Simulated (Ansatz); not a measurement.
## Run report: TaN, single-point calculation (part 2 of 2)

The same run, continued: TaN (P6₃/mmc, 48 atoms in the cell); DFT PBE, scalar-relativistic, plane waves, PAW, no spin polarisation (Ansatz 0.2.0); cutoff 420 eV, 2×2×2 k-mesh, Gaussian smearing of 0.05 eV. The structure derives from an entry of the Crystallography Open Database.

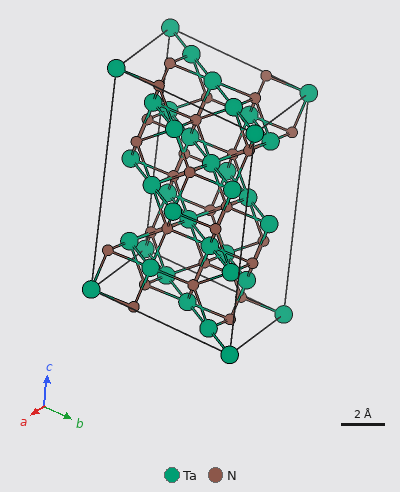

Figure 1. The structure as given in the input (ball-and-stick view of the cell of the calculation, seen slightly off an axis). An atom can appear more than once, as a periodic image.

## The program's output, continued
```
--- Forces (eV/Å), atoms counted from 1 ---
  atom   1  Ta    -0.00000000    -0.00000000     0.00000000
  atom   2  Ta    -0.00000000    -0.00000000     0.00000000
  atom   3  Ta     0.00000000     0.00000000    -0.00000000
  atom   4  Ta     0.00000000    -0.00000000     0.00000000
  atom   5  Ta    -0.00000000    -0.00000000     0.00000000
  atom   6  Ta     0.00000000     0.00000000    -0.00000000
  atom   7  Ta     0.00000000     0.00000000     0.00000000
  atom   8  Ta    -0.00000000    -0.00000000     0.00000000
  atom   9  Ta    -0.00000000     0.00000000    -0.00000000
  atom  10  Ta    -0.00000000     0.00000000     0.00000000
  atom  11  Ta    -0.00000000    -0.00000000     0.00000000
  atom  12  Ta     0.00000000     0.00000000     0.00000000
  atom  13  Ta    -0.00000000     0.00000000     0.00000000
  atom  14  Ta    -0.00000000    -0.00000000    -0.00000000
  atom  15  Ta    -0.00000000    -0.00000000    -0.00000000
  atom  16  Ta     0.00000000    -0.00000000     0.00000000
  atom  17  Ta    -0.00000000     0.00000000    -0.00000000
  atom  18  Ta    -0.00000000     0.00000000     0.00000000
  atom  19  Ta    -0.00000000     0.00000000    -0.00000000
  atom  20  Ta    -0.00000000    -0.00000000    -0.00000000
  atom  21  Ta    -0.00000000    -0.00000000    -0.00000000
  atom  22  Ta    -0.00000000    -0.00000000    -0.00000000
  atom  23  Ta    -0.00000000     0.00000000    -0.00000000
  atom  24  Ta     0.00000000     0.00000000    -0.00000000
  atom  25  N     -0.09034651     0.05216158     0.00000000
  atom  26  N     -0.09034651     0.05216158     0.00000000
  atom  27  N     -0.09034651     0.05216158     0.00000000
  atom  28  N     -0.09034651     0.05216158     0.00000000
  atom  29  N     -0.09034651     0.05216158     0.00000000
  atom  30  N     -0.09034651     0.05216158     0.00000000
  atom  31  N     -0.09034651     0.05216158     0.00000000
  atom  32  N     -0.09034651     0.05216158     0.00000000
  atom  33  N     -0.09034651     0.05216158     0.00000000
  atom  34  N     -0.09034651     0.05216158     0.00000000
  atom  35  N     -0.09034651     0.05216158     0.00000000
  atom  36  N     -0.09034651     0.05216158     0.00000000
  atom  37  N      0.09034651    -0.05216158    -0.00000000
  atom  38  N      0.09034651    -0.05216158    -0.00000000
  atom  39  N      0.09034651    -0.05216158    -0.00000000
  atom  40  N      0.09034651    -0.05216158    -0.00000000
  atom  41  N      0.09034651    -0.05216158    -0.00000000
  atom  42  N      0.09034651    -0.05216158    -0.00000000
  atom  43  N      0.09034651    -0.05216158    -0.00000000
  atom  44  N      0.09034651    -0.05216158    -0.00000000
  atom  45  N      0.09034651    -0.05216158    -0.00000000
  atom  46  N      0.09034651    -0.05216158    -0.00000000
  atom  47  N      0.09034651    -0.05216158    -0.00000000
  atom  48  N      0.09034651    -0.05216158    -0.00000000
  max |Σ_I F_I| component: 1.80e-16 eV/Å
--- Band table (eV; the first three rows and the last of 5) ---
  k-point 0: bands = ["-45.9143", "-45.8804", "-45.8804", "-45.8600", "-45.8532", "-45.8532", "-45.7307", "-45.7307", "-45.7307", "-45.7307", ... 54 levels left out ..., "-12.5116", "-12.4672", "-12.4672", "-12.4565", "-12.4565", "-12.3915", "-12.3915", "-12.3475", "-12.3368", "-12.3363", "-12.3363", "-12.3363", "-12.3363", "-12.3170", "-12.3170", "-12.3170", "-12.3170", "-12.3170", "-12.3170", "-12.3170", "-12.3170", "-12.1302", "-12.0976", "-12.0976", "-11.9721", "-11.9613", "-11.1666", "-11.1118", "-11.1118",
      "-11.0783", "-11.0675", "-11.0675", "3.9852", "5.0961", "5.5594", "5.5594", "6.0188", "6.0188", "6.0188", "6.0188", "6.0188", "6.0188", "6.0188", "6.0188", "6.1466", "6.1466", "6.1620", "6.1620", "6.1620", "6.1620", "6.1871", "6.1871", "6.1893", "6.1893", "7.3546", "7.3574", "12.6221", "12.8399", "14.2402", "14.2402", "14.2402", "14.2402", "14.2791", "14.2791", "14.3609", "14.3609", "14.3609", "14.3609", "14.3609",
      "14.3609", "14.3609", "14.3609", "14.4131", "14.4131", "14.4148", "14.4148", "14.5070", "14.5070", "14.7343", "14.9451", "14.9674", "14.9674", "15.0588", "15.0674", "15.7396", "15.7396", "16.0415", "16.0415", "16.0415", "16.0415", "16.0415", "16.0415", "16.0415", "16.0415", "16.2603", "16.2603", "16.3152", "16.3152", "16.3160", "16.3160", "16.5746", "16.5746", "16.5897", "16.5897", "16.5897", "16.5897", "16.8738", "16.8738", "16.8738",
      "16.8738", "17.1746", "17.1746", "17.1974", "17.6674", "17.7773", "17.8098", "18.0239", "18.0239", "18.0239", "18.0239", "18.0239", "18.0239", "18.0239", "18.0239", "18.5698", "18.8337", "18.8337", "18.8436", "18.8436", "19.3075", "19.3154", "19.3382", "21.0912", "21.0912", "21.1018", "21.1050", "21.4094", "21.4094", "21.4094", "21.4094", "21.5956", "21.5956", "21.5956", "21.5956", "21.5956", "21.5956", "21.5956", "21.5956", "22.3479",
      "22.3483", "22.9011", "22.9011", "22.9266", "22.9266", "22.9266", "22.9266", "22.9266", "22.9266", "22.9266", "22.9266", "23.1842", "23.2999", "23.2999", "23.3033", "23.3033", "24.0526", "24.0526", "24.1668", "24.1668", "24.4881", "24.8430", "24.8430", "25.0315", "25.0315", "25.0328", "25.0328", "25.3621", "25.3621", "25.3621", "25.3621", "25.3621", "25.3621", "25.3621", "25.3621", "25.3632", "25.7537", "25.9333", "25.9333", "25.9333",
      "25.9333", "26.2634", "26.2634", "26.2634", "26.2634", "26.8276", "26.8646", "26.8646", "27.2988", "27.3772", "27.3772"]
  k-point 1: bands = ["-45.9039", "-45.9039", "-45.8600", "-45.8600", "-45.8568", "-45.8568", "-45.7371", "-45.7371", "-45.7371", "-45.7371", ... 54 levels left out ..., "-12.5503", "-12.5503", "-12.5319", "-12.5319", "-12.3796", "-12.3796", "-12.3433", "-12.3433", "-12.3433", "-12.3433", "-12.3433", "-12.3433", "-12.3433", "-12.3433", "-12.2635", "-12.2635", "-12.2551", "-12.2551", "-12.2551", "-12.2551", "-12.2473", "-12.2473", "-12.1124", "-12.1124", "-11.9947", "-11.9947", "-11.1498", "-11.1498", "-11.0786",
      "-11.0786", "-11.0733", "-11.0733", "4.4625", "4.4625", "5.4545", "5.4545", "5.8237", "5.8237", "5.9255", "5.9255", "5.9255", "5.9255", "6.1366", "6.1366", "6.1366", "6.1366", "6.1366", "6.1366", "6.1366", "6.1366", "6.4021", "6.4021", "6.9102", "6.9102", "6.9437", "6.9437", "13.1180", "13.1180", "13.4714", "13.4714", "13.5970", "13.5970", "14.2595", "14.2595", "14.2595", "14.2595", "14.2595", "14.2595", "14.2595",
      "14.2595", "14.2735", "14.2735", "14.2735", "14.2735", "14.5792", "14.5792", "14.8389", "14.8389", "15.1986", "15.1986", "15.2979", "15.2979", "15.4770", "15.4770", "15.6254", "15.6254", "15.9758", "15.9758", "16.1970", "16.1970", "16.2154", "16.2154", "16.2154", "16.2154", "16.2154", "16.2154", "16.2154", "16.2154", "16.2996", "16.2996", "16.6652", "16.6652", "16.6652", "16.6652", "17.2091", "17.2091", "17.2374", "17.2374", "17.4983",
      "17.4983", "17.4983", "17.4983", "17.4983", "17.4983", "17.4983", "17.4983", "17.5676", "17.5676", "17.5676", "17.5676", "18.0489", "18.0489", "18.0782", "18.0782", "18.1196", "18.1196", "18.1574", "18.1574", "18.4058", "18.4058", "19.8860", "19.8860", "20.0121", "20.0121", "21.3832", "21.3832", "21.3832", "21.3832", "21.3923", "21.3923", "21.3923", "21.3923", "21.3923", "21.3923", "21.3923", "21.3923", "21.8491", "21.8491", "22.2911",
      "22.2911", "22.9961", "22.9961", "23.1717", "23.1717", "23.4900", "23.4900", "23.7072", "23.7072", "23.7642", "23.7642", "23.7642", "23.7642", "23.9730", "23.9730", "24.2197", "24.2197", "24.3294", "24.3294", "24.3294", "24.3294", "24.4104", "24.4104", "24.4104", "24.4104", "24.4104", "24.4104", "24.4104", "24.4104", "24.4249", "24.4249", "24.8826", "24.8826", "25.6785", "25.6785", "25.8525", "25.8525", "25.8525", "25.8525", "25.8525",
      "25.8525", "25.8525", "25.8525", "26.5185", "26.5185", "26.8391", "26.8391", "27.1518", "27.1518", "27.1518", "27.1518"]
  k-point 2: bands = ["-45.8600", "-45.8600", "-45.8435", "-45.8435", "-45.8234", "-45.8234", "-45.8234", "-45.8234", "-45.8167", "-45.8167", ... 54 levels left out ..., "-12.4087", "-12.4087", "-12.3851", "-12.3851", "-12.3423", "-12.3423", "-12.3333", "-12.3333", "-12.3086", "-12.3086", "-12.1995", "-12.1995", "-12.1907", "-12.1907", "-12.1679", "-12.1679", "-12.1043", "-12.1043", "-12.0613", "-12.0613", "-11.6650", "-11.6650", "-11.6273", "-11.6273", "-11.5827", "-11.5827", "-11.5825", "-11.5825", "-11.5677",
      "-11.5677", "-11.5610", "-11.5610", "4.8276", "4.8276", "5.4237", "5.4237", "5.6082", "5.6082", "5.6086", "5.6086", "5.6885", "5.6885", "5.9634", "5.9634", "6.2974", "6.2974", "6.3806", "6.3806", "6.5288", "6.5288", "6.5878", "6.5878", "6.5887", "6.5887", "6.7456", "6.7456", "13.6373", "13.6373", "13.7152", "13.7152", "13.7208", "13.7208", "13.7904", "13.7904", "14.0263", "14.0263", "14.1579", "14.1579", "14.7447",
      "14.7447", "14.8159", "14.8159", "14.8160", "14.8160", "14.8827", "14.8827", "14.9096", "14.9096", "15.3323", "15.3323", "15.3470", "15.3470", "15.3528", "15.3528", "15.5052", "15.5052", "15.5633", "15.5633", "15.6819", "15.6819", "15.8940", "15.8940", "16.0939", "16.0939", "16.3311", "16.3311", "16.4315", "16.4315", "16.4907", "16.4907", "16.7058", "16.7058", "16.7068", "16.7068", "16.8290", "16.8290", "16.9291", "16.9291", "17.1972",
      "17.1972", "17.1996", "17.1996", "17.2057", "17.2057", "17.6893", "17.6893", "17.7025", "17.7025", "17.7421", "17.7421", "17.7430", "17.7430", "17.7588", "17.7588", "17.8158", "17.8158", "18.2269", "18.2269", "19.3872", "19.3872", "19.5549", "19.5549", "19.5609", "19.5609", "20.0690", "20.0690", "20.4368", "20.4368", "20.8074", "20.8074", "21.5201", "21.5201", "22.4185", "22.4185", "22.5192", "22.5192", "22.6518", "22.6518", "22.6547",
      "22.6547", "22.6948", "22.6948", "23.0179", "23.0179", "23.1487", "23.1487", "23.2384", "23.2384", "23.3738", "23.3738", "23.4762", "23.4762", "23.8031", "23.8031", "23.8044", "23.8044", "23.8558", "23.8558", "23.9922", "23.9922", "24.7709", "24.7709", "24.9185", "24.9185", "25.1037", "25.1037", "25.1090", "25.1090", "25.2026", "25.2026", "25.5904", "25.5904", "25.8321", "25.8321", "25.8337", "25.8337", "26.0764", "26.0764", "26.3489",
      "26.3489", "26.3843", "26.3843", "26.8629", "26.8629", "27.3598", "27.3598", "27.4265", "27.4265", "27.4390", "27.4390"]
  k-point 4: bands = ["-45.8804", "-45.8804", "-45.8804", "-45.8804", "-45.8600", "-45.8600", "-45.7628", "-45.7628", "-45.7307", "-45.7307", ... 54 levels left out ..., "-12.5403", "-12.5403", "-12.5194", "-12.5194", "-12.5194", "-12.5194", "-12.3835", "-12.3835", "-12.3835", "-12.3835", "-12.3443", "-12.3443", "-12.3093", "-12.3093", "-12.3093", "-12.3093", "-12.1639", "-12.1639", "-12.1531", "-12.1531", "-12.1222", "-12.1222", "-12.1057", "-12.1057", "-12.1057", "-12.1057", "-11.1117", "-11.1117", "-11.1117",
      "-11.1117", "-11.0784", "-11.0784", "5.0964", "5.0964", "5.4703", "5.4703", "5.5580", "5.5580", "5.5580", "5.5580", "6.0186", "6.0186", "6.0186", "6.0186", "6.1485", "6.1485", "6.1485", "6.1485", "6.1623", "6.1623", "6.3002", "6.3002", "6.3002", "6.3002", "7.3567", "7.3567", "12.6158", "12.6158", "14.2429", "14.2429", "14.3580", "14.3580", "14.3580", "14.3580", "14.5101", "14.5101", "14.5101", "14.5101", "14.5800",
      "14.5800", "14.5800", "14.5800", "14.7357", "14.7357", "14.9514", "14.9514", "14.9663", "14.9663", "14.9663", "14.9663", "15.5970", "15.5970", "15.7396", "15.7396", "15.7396", "15.7396", "16.0461", "16.0461", "16.0461", "16.0461", "16.0947", "16.0947", "16.0947", "16.0947", "16.2581", "16.2581", "16.2581", "16.2581", "16.5671", "16.5671", "16.5747", "16.5747", "16.5759", "16.5759", "16.5759", "16.5759", "16.5836", "16.5836", "16.8125",
      "16.8125", "16.8125", "16.8125", "16.8760", "16.8760", "17.1721", "17.1721", "17.1721", "17.1721", "17.1940", "17.1940", "17.7844", "17.7844", "17.8086", "17.8086", "18.0223", "18.0223", "18.0223", "18.0223", "18.5751", "18.5751", "18.8405", "18.8405", "18.8405", "18.8405", "21.4034", "21.4034", "21.5993", "21.5993", "21.5993", "21.5993", "22.5330", "22.5330", "22.5330", "22.5330", "22.8996", "22.8996", "22.8996", "22.8996", "22.9289",
      "22.9289", "22.9289", "22.9289", "22.9701", "22.9701", "22.9774", "22.9774", "22.9804", "22.9804", "23.1857", "23.1857", "24.0505", "24.0505", "24.0505", "24.0505", "24.1716", "24.1716", "24.1716", "24.1716", "24.2488", "24.2488", "24.2488", "24.2488", "24.4832", "24.4832", "24.8437", "24.8437", "24.8437", "24.8437", "25.3545", "25.3545", "25.3545", "25.3545", "25.3607", "25.3607", "25.4875", "25.4875", "25.4875", "25.4875", "25.9384",
      "25.9384", "26.2661", "26.2661", "26.8345", "26.8345", "26.8600", "26.8600", "26.8600", "26.8600", "27.3789", "27.3789"]
```

## Summary

```tsv
quantity	value
outcome	converged
space group (tolerance 0.01 Å)	P6₃/mmc (194)
electrons treated	432
free energy	−247601.0523 eV
Fermi energy	22.931 eV
gap on the k-point mesh	none (metallic)
largest force (length of the vector)	0.104 eV/Å
hardware	8 threads of Arm Neoverse V2, 24 GiB of memory available, shared host
wall time	6.6 s (CPU time 49 s)
peak memory	2.9 GiB
```

## Remarks

The program warns: the structure was made exactly symmetric. Spin–orbit coupling is left out, which matters for Ta.
